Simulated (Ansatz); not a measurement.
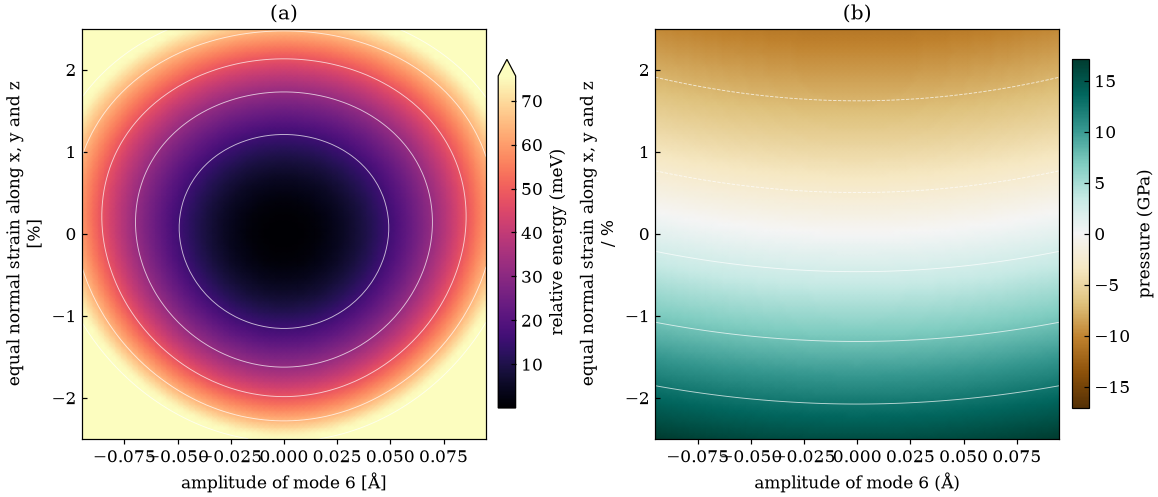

AlNi (Pm-3m, No. 221; 2 atoms in the cell). The energy is mapped over a normal mode and a strain (zone-centre modes of the 2-atom cell of this scan) (x, y and z along the cube axes). The first coordinate is: amplitude of mode 6 (302 cm⁻¹), largest displacement in the unstrained cell; the second: equal normal strain along x, y and z. Nothing is relaxed (the pattern is fixed in fractional coordinates). Grid: 11 × 7 points; 42 points were computed and 35 follow by symmetry. Points are written as (first, second). All energies are given in meV per cell relative to the lowest grid point. The runs have no spin polarisation; a magnetic state may lie lower. Level of theory: DFT PBEsol, scalar-relativistic, plane waves, PAW in Ansatz. Settings: cutoff 520 eV, k-mesh 16×16×16, gaussian smearing 0.15 eV, no spin polarisation.

Panel (a) is the energy; panel (b) is the computed pressure, in GPa.

The picture shows a smooth colour map with a few white contour lines, one colour for all values above the top of the scale. Between grid points the surface is interpolated.

### How does the pressure vary over the map, and what is it at the lowest grid point?

It runs from −10.9 GPa at (0.000 Å, 2.50 %) to 17.1 GPa at (−0.095 Å, −2.50 %). At the lowest grid point, (0.000 Å, 0.00 %), it is 0.0 GPa.

PAW datasets: the set soft_1.
